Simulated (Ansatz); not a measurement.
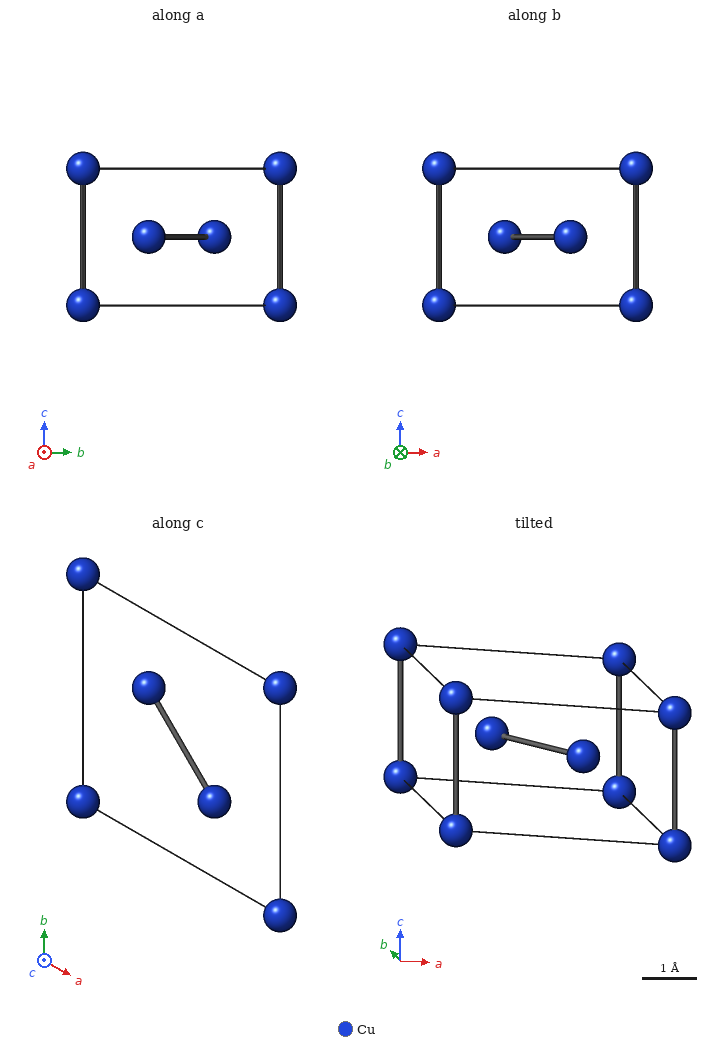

Drawn in the ball-and-stick manner and seen along the a axis, along the b axis, along the c axis and slightly off an axis. The frame is the conventional unit cell; atoms at its boundary are shown with their periodic copies.

Lattice parameters: a = 4.2310 Å, b = 4.2310 Å, c = 2.5418 Å, α = 90.000°, β = 90.000°, γ = 120.000°.

Give the atomic positions as a CIF in P1 with every atom of the cell.

Answer.
```cif
data_structure
_symmetry_space_group_name_H-M 'P 1'
_symmetry_Int_Tables_number 1
_cell_length_a 4.2310
_cell_length_b 4.2310
_cell_length_c 2.5418
_cell_angle_alpha 90.000
_cell_angle_beta 90.000
_cell_angle_gamma 120.000
_cell_volume 39.41
loop_
_atom_site_label
_atom_site_type_symbol
_atom_site_fract_x
_atom_site_fract_y
_atom_site_fract_z
_atom_site_occupancy
Cu1 Cu 0.0000 0.0000 0.0000 1
Cu2 Cu 0.3333 0.6667 0.5000 1
Cu3 Cu 0.6667 0.3333 0.5000 1
```

Provenance: a structure type filled with this element by a generator (whether the element takes this form wasn't checked). Earlier steps of the study may have refined or changed the cell and positions. Ansatz was used for an electronic-structure calculation on it.

At this level of theory the cell isn't at rest (stretched, at -4 GPa), so its distances can differ from those at equilibrium, the more so the softer the solid.
